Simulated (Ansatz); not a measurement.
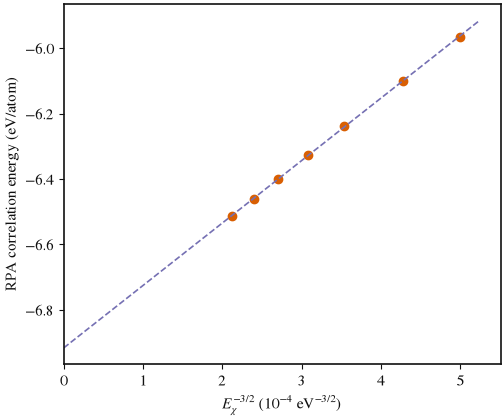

RPA correlation energy at response cutoffs from 159 to 281 eV.
- system: BN (F-43m, 2 atoms in the cell)
- method: Ansatz, RPA correlation and exact exchange on PBE orbitals, hard PAW set made for 700 eV; 69 empty bands, 4×4×4 k-mesh

### What is the value at infinite cutoff, and how much is still missing at the largest one?

About −6.92 eV per atom by a fit through all points (−6.93 from the last two alone), at the number of bands used. The largest cutoff gives −6.51, so about 400 meV per atom (5.8 %) is still missing. The error falls as the cutoff to the power −3/2, which is why the points lie on a line here.
